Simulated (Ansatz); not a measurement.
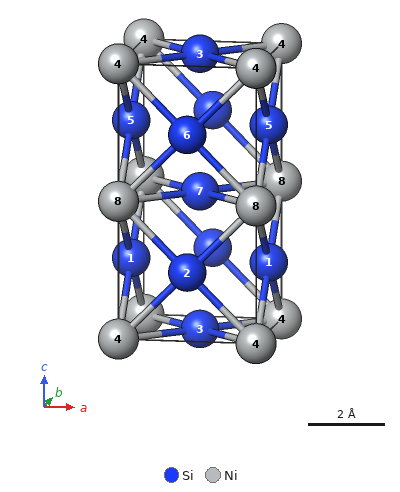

**Figure 1.** The structure as given in the input (ball-and-stick view of the cell of the calculation, seen slightly off an axis; atoms are numbered from 1 in the order of the input). An atom can appear more than once, as a periodic image.

## NiSi3: single-point calculation

- system: NiSi3 (8 atoms in the cell)
- method: DFT PBEsol, scalar-relativistic, plane waves, PAW, spin-polarised (Ansatz 0.2.0)

The structure was built on a prototype by a generator; it need not be a known phase. It belongs to a series of runs on one base structure; here: antiferromagnetic, doubled cell, propagation vector (0, 0, 1/2). Figures and captions count atoms from 1; the log counts them from 0 in places.

**Log**
```
Engine: ansatz 0.2.0, aarch64-unknown-linux-gnu
Pseudopotentials: kind: paw
Pseudopotential: Si, paw, valence charge 4, recommended cutoff 420 eV (normal), Si.paw.azcp
Pseudopotential: Ni, paw, valence charge 18, recommended cutoff 420 eV (normal), Ni.paw.azcp
Functional definition: PBEsol
  exchange = pbesol_x
  correlation = pbesol_c
Crystal: 8 atoms, lattice volume = 101.335 Å³
Basis set: ecut = 420 eV, 1993 PW (Γ), exchange–correlation on 50×50×100 points (8 copies of the dense FFT grid, shifted against one another)
Bands: 39, of which v1, the nominal top of the filled ones, is band 30 counted from 1 (29 counted from 0)
Symmetry: 16 space group operations
Space group: P4/mmm (ITA 123), of the structure as read, at distance tolerance 4.7e-5 Å
Magnetic group: BNS 123.348 (UNI 1008), of the structure as read, at distance tolerance 4.7e-5 Å
k-points: 112 of 864
Non-local potential: Si, projectors of the file, l = 0: 2, l = 1: 2, l = 2: 2
Non-local potential: Ni, projectors of the file, l = 0: 3, l = 1: 2, l = 2: 3, l = 3: 1
PAW form: soft (Blöchl's): semilocal exchange-correlation on the pseudo side does not see the compensation charge
PAW frozen core: Si, regenerated for the run's functional, and the local potential with it (the file was generated under x = pbe(κ = 0.804, μ = 0.2195149727645171), c = pbe(β = 0.06672455060314922))
PAW frozen core: Ni, regenerated for the run's functional, and the local potential with it (the file was generated under x = pbe(κ = 0.804, μ = 0.2195149727645171), c = pbe(β = 0.06672455060314922))
PAW one-centre angular grid: Si, 110 points (default); XC on 64 Gauss nodes
PAW one-centre angular grid: Ni, 590 points (default); XC on 64 Gauss nodes
Initial density: superposition of atomic densities (chi_scale 0.1, normalization cell)
Starting moments: Σ|m| = 2 μB on 2 of 8 sites
Starting magnetic order: antiferromagnet; a translation exchanges its spin sublattices: spin-degenerate at every k-point
Initial wavefunctions: pseudopotential atomic-orbital guess
Functional: x = pbesol(κ = 0.804, μ = 0.12345679012345678), c = pbesol(β = 0.046)
SCF iter   1: F=—  HF=-15339.272830 eV  |F-HF|=—  |Δ(HF+E_count)|=         —  Δρ=8.00e-2 (↑8.00e-2 ↓8.00e-2)  dr2=1.48e1  dr2_m=2.35e0  M=0.000 μB ∫|m|=0.437 μB  β_m=0.30  ethr=3.10e-3  ⟨swp⟩=6.8  Hψ=18770  notcnv=0  defer=20
preconditioner: auto → Kerker (q_TF=auto, 2.500 Å⁻¹)  [metal: Δε(μ)=0.005 eV  Ē_g=7.773 eV  σ=0.100 eV  W_gap=0.03  n_scr=28 (ndim 8)  ℏωp=24.5 eV  f_vac=0.000  D(μ)=3.71/eV (n_scr^D=38)]
spin=Collinear: Kerker preconditioning applied to the charge; magnetization (m = ρ↑ − ρ↓) channel mixes plain (no charge-response kernel on spin).
SCF iter   2: F=—  HF=-15338.366187 eV  |F-HF|=—  |Δ(HF+E_count)|=   9.07e-1  Δρ=4.57e-2 (↑4.57e-2 ↓4.57e-2)  dr2=2.95e0  dr2_m=6.05e-1  M=0.000 μB ∫|m|=0.743 μB  β_m=0.30  ethr=3.10e-3  ⟨swp⟩=2.9  Hψ=9589  notcnv=0  defer=280
SCF iter   3: F=—  HF=-15337.989514 eV  |F-HF|=—  |Δ(HF+E_count)|=   3.77e-1  Δρ=3.23e-2 (↑3.23e-2 ↓3.23e-2)  dr2=1.76e0  dr2_m=6.91e-1  M=0.000 μB ∫|m|=0.463 μB  β_m=0.30  ethr=3.10e-3  ⟨swp⟩=2.0  Hψ=7450  notcnv=0  defer=274
SCF iter   4: F=—  HF=-15337.861429 eV  |F-HF|=—  |Δ(HF+E_count)|=   1.28e-1  Δρ=3.36e-2 (↑3.36e-2 ↓3.36e-2)  dr2=3.00e0  dr2_m=2.13e-1  M=0.000 μB ∫|m|=0.588 μB  β_m=0.30  ethr=2.93e-3  ⟨swp⟩=2.5  Hψ=7220  notcnv=0  defer=274
SCF iter   5: F=—  HF=-15337.699711 eV  |F-HF|=—  |Δ(HF+E_count)|=   1.62e-1  Δρ=1.65e-2 (↑1.65e-2 ↓1.65e-2)  dr2=1.38e-2  dr2_m=2.48e-1  M=0.000 μB ∫|m|=0.418 μB  β_m=0.30  ethr=2.93e-3  ⟨swp⟩=2.0  Hψ=5959  notcnv=0  defer=275
SCF iter   6: F=—  HF=-15337.725742 eV  |F-HF|=—  |Δ(HF+E_count)|=   2.60e-2  Δρ=1.47e-2 (↑1.47e-2 ↓1.47e-2)  dr2=1.50e-1  dr2_m=1.60e-1  M=0.000 μB ∫|m|=0.370 μB  β_m=0.30  ethr=2.30e-5  ⟨swp⟩=2.0  Hψ=7503  notcnv=0  defer=275
SCF iter   7: F=—  HF=-15337.723478 eV  |F-HF|=—  |Δ(HF+E_count)|=   2.26e-3  Δρ=1.17e-2 (↑1.17e-2 ↓1.17e-2)  dr2=7.07e-3  dr2_m=1.25e-1  M=0.000 μB ∫|m|=0.299 μB  β_m=0.30  ethr=2.30e-5  ⟨swp⟩=2.0  Hψ=6975  notcnv=0  defer=275
SCF iter   8: F=—  HF=-15337.731782 eV  |F-HF|=—  |Δ(HF+E_count)|=   8.30e-3  Δρ=9.72e-3 (↑9.72e-3 ↓9.72e-3)  dr2=4.73e-3  dr2_m=8.62e-2  M=0.000 μB ∫|m|=0.253 μB  β_m=0.30  ethr=1.18e-5  ⟨swp⟩=1.3  Hψ=4903  notcnv=0  defer=275
SCF iter   9: F=—  HF=-15337.737716 eV  |F-HF|=—  |Δ(HF+E_count)|=   5.93e-3  Δρ=8.00e-3 (↑8.00e-3 ↓8.00e-3)  dr2=4.56e-4  dr2_m=5.93e-2  M=0.000 μB ∫|m|=0.215 μB  β_m=0.30  ethr=7.88e-6  ⟨swp⟩=2.1  Hψ=5030  notcnv=0  defer=275
SCF iter  10: F=—  HF=-15337.741203 eV  |F-HF|=—  |Δ(HF+E_count)|=   3.49e-3  Δρ=6.67e-3 (↑6.67e-3 ↓6.67e-3)  dr2=3.87e-4  dr2_m=4.12e-2  M=0.000 μB ∫|m|=0.182 μB  β_m=0.30  ethr=7.60e-7  ⟨swp⟩=2.0  Hψ=5632  notcnv=0  defer=275
Mixer restart at iter 10: flushing history
spin-set hold released at iteration 10 (site moments contracting): the magnetisation degrees of freedom join the quasi-Newton model from the next iteration; the mixer history was flushed
SCF iter  11: F=—  HF=-15337.743615 eV  |F-HF|=—  |Δ(HF+E_count)|=   2.41e-3  Δρ=5.55e-3 (↑5.55e-3 ↓5.55e-3)  dr2=1.22e-5  dr2_m=2.86e-2  M=0.000 μB ∫|m|=0.154 μB  β_m=0.47  ethr=6.45e-7  ⟨swp⟩=2.0  Hψ=5699  notcnv=0  defer=275
SCF iter  12: F=—  HF=-15337.752877 eV  |F-HF|=—  |Δ(HF+E_count)|=   9.26e-3  Δρ=4.50e-3 (↑4.50e-3 ↓4.50e-3)  dr2=4.69e-2  dr2_m=3.65e-3  M=0.000 μB ∫|m|=0.057 μB  β_m=0.65  ethr=2.03e-8  ⟨swp⟩=4.2  Hψ=12831  notcnv=0  defer=275
SCF iter  13: F=—  HF=-15337.749224 eV  |F-HF|=—  |Δ(HF+E_count)|=   3.65e-3  Δρ=3.73e-4 (↑3.73e-4 ↓3.73e-4)  dr2=3.64e-4  dr2_m=1.52e-5  M=0.000 μB ∫|m|=0.008 μB  β_m=0.82  ethr=2.03e-8  ⟨swp⟩=3.9  Hψ=12124  notcnv=0  defer=275
SCF iter  14: F=—  HF=-15337.749236 eV  |F-HF|=—  |Δ(HF+E_count)|=   1.17e-5  Δρ=2.36e-4 (↑2.36e-4 ↓2.36e-4)  dr2=1.62e-4  dr2_m=1.66e-6  M=0.000 μB ∫|m|=0.003 μB  β_m=0.91  ethr=2.03e-8  ⟨swp⟩=2.0  Hψ=7072  notcnv=0  defer=276
SCF iter  15: F=—  HF=-15337.749225 eV  |F-HF|=—  |Δ(HF+E_count)|=   1.07e-5  Δρ=2.32e-5 (↑2.32e-5 ↓2.32e-5)  dr2=1.55e-6  dr2_m=2.58e-8  M=0.000 μB ∫|m|=0.000 μB  β_m=0.96  ethr=2.03e-8  ⟨swp⟩=2.0  Hψ=7185  notcnv=0  defer=276
SCF iter  16: F=—  HF=-15337.749230 eV  |F-HF|=—  |Δ(HF+E_count)|=   5.25e-6  Δρ=1.70e-5 (↑1.70e-5 ↓1.70e-5)  dr2=8.40e-7  dr2_m=7.87e-9  M=0.000 μB ∫|m|=0.000 μB  β_m=0.92  ethr=2.58e-9  ⟨swp⟩=1.0  Hψ=4088  notcnv=0  defer=276
iter 17 did not close the SCF: its close was put off for a magnetic moment that had not settled (scf_convergence_deferred on its scf_iter line)
SCF iter  17: F=-15337.749230 eV  HF=-15337.749230 eV  |F-HF|=2.31e-10  |Δ(HF+E_count)|=   6.81e-8  Δρ=8.13e-7 (↑8.13e-7 ↓8.13e-7)  dr2=8.49e-10  dr2_m=3.40e-10  M=0.000 μB ∫|m|=0.000 μB  β_m=0.92  ethr=1.67e-10  ⟨swp⟩=9.4  Hψ=20651  notcnv=0
SCF iter  18: F=-15337.749230 eV  HF=-15337.749230 eV  |F-HF|=2.44e-10  |Δ(HF+E_count)|=  2.75e-10  Δρ=3.30e-7 (↑3.30e-7 ↓3.30e-7)  dr2=2.87e-10  dr2_m=1.37e-11  M=0.000 μB ∫|m|=0.000 μB  ethr=1.42e-12  ⟨swp⟩=2.0  Hψ=11494  notcnv=0
WARN: the starting moments were not kept: the SCF closed with an absolute magnetisation of 7.5e-6 μB, where they sum to 2 μB in size (2 sites). That is at most 0.1 of that sum. Measured as dr2_m measures the in/out step, that magnetisation stands 1.3e-11 eV from none, at or under the dr2_threshold of 1.0e-7 eV: it is no larger than a step whose dr2_m would equal this threshold. The system may hold no moment; this SCF shows only that its start led to no more than that. To try another start: raise the starting moments (crystal.atoms[].spin, magnetization.per_species, magnetization.initial_magnetization, or on a non-collinear deck that types none of these the spinor_matrix: blocks that start its atoms; where the total moment is fixed, keep their sum and leave initial_magnetization as it is; typed ones take the place of any that the run laid by itself, positive ones on a crystal's lanthanoids without a Hubbard term where scf.initial_density.shell_occupations: [] is typed) or, if the notice of its spin-set hold's release reads "site moments contracting" or "site moments show no strong build", lengthen the hold (scf.mixing.spin_hold: { on: { confirm: 4 } }; for m-r²SCAN on two components see the key's manual first). Each may lead to a state that holds a moment. A second SCF, from the converged charge density, with the starting moments and any scf.initial_density.shell_occupations laid on it anew, would have followed, and was not run: the deck does not ask for one (magnetization.retry_lost_moments is false, the default). To let it run, set magnetization.retry_lost_moments: true and run the deck again, where that key's refused combinations let it; where memory then withholds it, that run's warning says so.
SCF 1 converged in 18 iterations: F = -15337.749230 eV  dr2 = 2.87e-10
  greatest PAW one-centre occupation: 1.001 electrons in one spin orbital (limit 2), on the Ni atom at site 7 (counted from 0), in its partial waves of l = 1
```

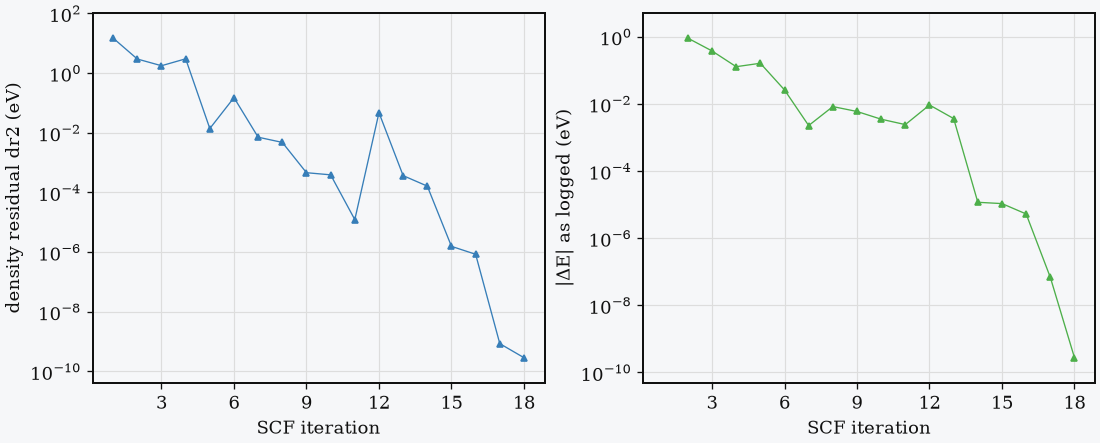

**Figure 2.** Convergence of the self-consistent field: density residual dr2 and size of the energy change against the SCF iteration. The residual falls unevenly and jumps up by a factor of two or more 2 times on the way down.

```
SCF converged after 18 iterations
Magnetization: 0.0000 μB (30.0000 up, 30.0000 down)
Absolute magnetization: 0.0000 μB (∫|ρ↑−ρ↓|, with the PAW one-centre terms)
Spin contamination: 0.0000 ħ² per cell (⟨S²⟩ above its minimum at these occupations)
Per-site moments (μB) at R_I (Å): [(1.5964474496581908e-17, 1.0793236373268564), (1.5554839872617103e-17, 1.0793236373268564), (-4.4122604277988415e-8, 1.0793236373268564), (1.168881238986377e-6, 1.0793236373268564), (-1.596453448183492e-17, 1.0793236373268564), (-1.5554899857870315e-17, 1.0793236373268564), (4.4122604277988415e-8, 1.0793236373268564), (-1.168881238986377e-6, 1.0793236373268564)]
Free energy (F): -15337.749230 eV
Harris-Foulkes:  -15337.749230 eV  (|F-HF|=2.44e-10)
Internal energy: -15337.729084 eV  (E = F + TS)
E sigma→0 (E₀):  -15337.739157 eV
Entropy (-TS):   -0.020146 eV (-2.518 meV/atom)
Fermi energy:    13.384960 eV
--- Per-component energies (eV) ---
  E_band       = -574.172682
  E_kinetic    = 825.747985
  E_local      = -9949.028706  (includes V_loc(G=0)·N_el)
  E_nonlocal   = 1433.675176
  E_hartree    = 4350.528916
  E_xc         = -506.683623
  E_vxc        = -512.030130  (∫ρ·V_xc dr)
  E_paw        = -6188.357631  (= ΣΔE_a)
  E_vpaw       = -1073.598228  (= ΣTr[D̂ρ^β])
  E_aug_tail   = 0.001167  (compensation charges beyond the density's cutoff)
  E_ewald      = -5304.196311
  E_core_change = 0.583942  (= ΣΔE_core)
  E_smearing   = -0.020146  (= −TS)
  E_closure    = 0.000000  (closes the sum)
  Σ components = -15337.749230   (vs F -15337.749230, Δ=0.00e0)
--- Forces (eV/Å), atoms counted from 1 ---
  atom   1  Si     0.00000000     0.00000000    -0.00000000
  atom   2  Si     0.00000000     0.00000000    -0.00000000
  atom   3  Si    -0.00000000    -0.00000000     0.00000000
  atom   4  Ni     0.00000000     0.00000000     0.00000000
  atom   5  Si     0.00000000     0.00000000     0.00000000
  atom   6  Si     0.00000000     0.00000000     0.00000000
  atom   7  Si     0.00000000     0.00000000     0.00000000
  atom   8  Ni    -0.00000000     0.00000000     0.00000000
  max |Σ_I F_I| component: 9.47e-30 eV/Å
--- Stress (GPa, compression-positive) ---
        0.022950       0.000000       0.000000
        0.000000       0.022950       0.000000
        0.000000       0.000000       0.022955
  P = ⅓ Tr σ = 0.0230 GPa (0.230 kbar)
--- Band table (eV; the first three rows and the last of 224) ---
  k-point 0 ↑: bands = ["-89.7089", "-89.7089", "-50.2736", "-50.2728", "-50.2728", "-50.2728", "-50.2727", "-50.2727", "-1.1762", "0.9106", "2.1145", "8.1948", "8.1948", "8.6070", "8.6070", "8.6070", "9.0468", "9.0468", "9.5145", "11.0096", "11.0096", "11.0096", "11.1135", "11.3686", "11.5082", "11.9846", "11.9846", "12.2222", "12.7702", "13.0338", "13.0338", "13.1982", "13.1982", "15.4431", "15.5244", "17.3783", "17.3783", "17.3783", "19.9255"]
  k-point 1 ↑: bands = ["-89.7089", "-89.7089", "-50.2736", "-50.2728", "-50.2728", "-50.2728", "-50.2727", "-50.2727", "-1.1038", "0.5258", "2.6319", "7.2162", "8.2519", "8.6365", "8.6365", "9.0188", "9.0188", "9.2925", "9.3557", "11.0164", "11.0258", "11.0258", "11.1064", "11.1877", "11.7092", "11.7549", "11.7549", "12.5046", "12.8077", "13.1357", "13.4080", "13.4256", "13.4256", "15.5066", "15.7817", "17.0812", "17.0812", "17.1350", "19.0888"]
  k-point 2 ↑: bands = ["-89.7089", "-89.7089", "-50.2734", "-50.2730", "-50.2728", "-50.2728", "-50.2727", "-50.2727", "-0.8876", "-0.0468", "3.5995", "5.9608", "8.4199", "8.7177", "8.7177", "8.9401", "8.9401", "9.0231", "9.8595", "10.7845", "11.0352", "11.0840", "11.0840", "11.0872", "11.4336", "11.4336", "12.1471", "12.7781", "12.8512", "12.9392", "14.2211", "14.2211", "14.4114", "15.7109", "16.2208", "16.2208", "16.4723", "16.6046", "17.9925"]
  k-point 111 ↓: bands = ["-89.7089", "-89.7088", "-50.2735", "-50.2735", "-50.2735", "-50.2735", "-50.2731", "-50.2731", "3.5778", "3.5778", "4.4270", "4.4270", "4.4270", "4.4270", "6.3803", "6.3803", "8.5065", "8.5065", "8.8812", "8.8812", "8.8812", "8.8812", "11.4071", "11.4071", "11.4676", "11.4676", "12.3223", "12.3223", "12.7968", "12.7968", "12.7968", "12.7968", "13.3257", "13.3257", "18.8486", "18.8486", "19.7156", "19.7156", "19.7156"]
--- Löwdin populations: 8 sites ---
  site symbol       q [e]    m [muB]
     0     Si      3.9762    -0.0000
     1     Si      3.9762    -0.0000
     2     Si      3.9762    -0.0000
     3     Ni     17.5529     0.0000
     4     Si      3.9762    -0.0000
     5     Si      3.9762    -0.0000
     6     Si      3.9762     0.0000
     7     Ni     17.5529    -0.0000
  spilling = 0.017280 (of n_electrons = 60.000000)
```

**File populations.tsv**
```
# site	symbol	l	j	q_up	q_dn
# orbitals = lowdin
# n_electrons = 60.000000
# spilling = 0.017280
0	Si	0_3S	-	0.696296	0.696296
0	Si	1_3P	-	1.291827	1.291827
1	Si	0_3S	-	0.696296	0.696296
1	Si	1_3P	-	1.291827	1.291827
2	Si	0_3S	-	0.696296	0.696296
2	Si	1_3P	-	1.291827	1.291827
3	Ni	0_3S	-	0.995634	0.995634
3	Ni	0_4S	-	0.322616	0.322616
3	Ni	1_3P	-	2.998007	2.998007
3	Ni	2_3D	-	4.460175	4.460174
4	Si	0_3S	-	0.696296	0.696296
4	Si	1_3P	-	1.291827	1.291827
5	Si	0_3S	-	0.696296	0.696296
5	Si	1_3P	-	1.291827	1.291827
6	Si	0_3S	-	0.696296	0.696296
6	Si	1_3P	-	1.291827	1.291827
7	Ni	0_3S	-	0.995634	0.995634
7	Ni	0_4S	-	0.322616	0.322616
7	Ni	1_3P	-	2.998007	2.998007
7	Ni	2_3D	-	4.460174	4.460175
```

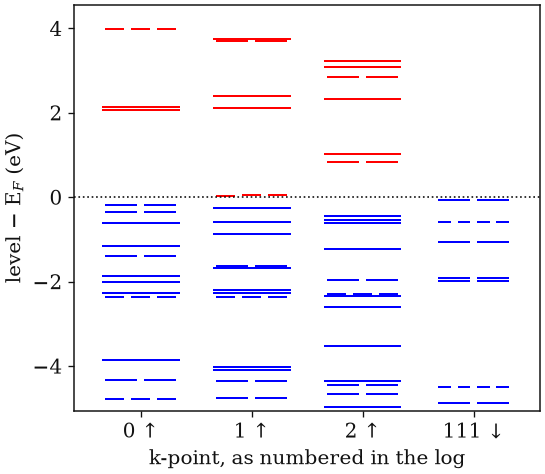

**Figure 3.** Kohn–Sham levels near the Fermi level (dotted) at the few k-points that the log prints; levels within 0.02 eV of each other stand side by side. The system is metallic on the full mesh.

The run was set up as follows.

**The input**
```yaml
crystal:
  lattice:
    - [3.7003493966, 0.0, 0.0]
    - [0.0, 3.7003493966, 0.0]
    - [0.0, 0.0, 7.4006987932]
  atoms:
    - { symbol: Si, position: [0.0, 0.5, 0.25] }
    - { symbol: Si, position: [0.5, 1.0, 0.25] }
    - { symbol: Si, position: [0.5, 0.5, 1.0] }
    - { symbol: Ni, position: [0.0, 1.0, 1.0], spin: 1.0 }
    - { symbol: Si, position: [0.0, 0.5, 0.75] }
    - { symbol: Si, position: [0.5, 1.0, 0.75] }
    - { symbol: Si, position: [0.5, 0.5, 0.5] }
    - { symbol: Ni, position: [0.0, 1.0, 0.5], spin: -1.0 }
basis:
  ecutwfc: 420
kpoints:
  mp_grid: { grid: [12, 12, 6] }
hamiltonian:
  xc: pbesol
scf:
  occupations: { method: gaussian, width: 0.1 }
  lower_state_search: "off"
output:
  forces: true
  stress: true
  eigenvalues: true
  populations: true
magnetization:
  spin_polarized: true
```

Run as:
```bash
ansatz run input.yaml --threads 1 --pin off --max-ram 2560MiB --backend cpu --events-out ev --progress --plain --runs-dir out
```

**Key numbers**

| quantity | value |
| --- | --- |
| outcome | converged |
| space group (tolerance 0.01 Å) | Pm-3m (221) |
| electrons treated | 60 |
| free energy | −15337.7492 eV |
| Fermi energy | 13.385 eV |
| gap on the k-point mesh | none (metallic) |
| net moment of the cell | 0.00 μB |
| integrated absolute moment | 0.00 μB |
| pressure | 0.02 GPa |
| largest force (length of the vector) | under 0.001 eV/Å |
| hardware | 1 thread of Arm Neoverse V1, 24 GiB of memory available, shared host |
| wall time | 62 s |
| peak memory | 0.72 GiB |

**Notes**

The program warns: some starting moments were not kept.
